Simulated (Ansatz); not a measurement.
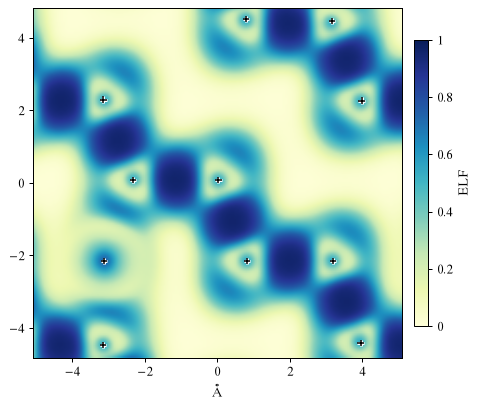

The ELF on a plane through atoms (crosses mark nuclei in the plane).

Level of theory: DFT PBE, scalar-relativistic, plane waves, PAW in Ansatz.

Candidates:
A. C, a = 3.57 Å, b = 3.57 Å, c = 3.57 Å, α = 90.00°, β = 90.00°, γ = 90.00°. Space group Fd-3m.
B. Si$_{32}$Ni (cell with a defect), a = 9.47 Å, b = 9.47 Å, c = 9.47 Å, α = 109.47°, β = 109.47°, γ = 109.47°. The program warned that a starting moment wasn't kept; spin-polarised, but the moments vanished.
C. InAgTe$_{2}$, a = 6.57 Å, b = 6.57 Å, c = 13.00 Å, α = 90.00°, β = 90.00°, γ = 90.00°. Space group I-42d.

**Which system is this?**

Candidate B: Si$_{32}$Ni on the (100) plane of the calculation cell, which holds Si and Ni. Si–Ni (2.31 Å): the ELF peaks at about 0.65 in the valence shell of Si, 0.9 Å from its nucleus, and is about 0.45 at the midpoint. Si–Si (2.34 Å): the ELF peaks at about 0.95 between the atoms.
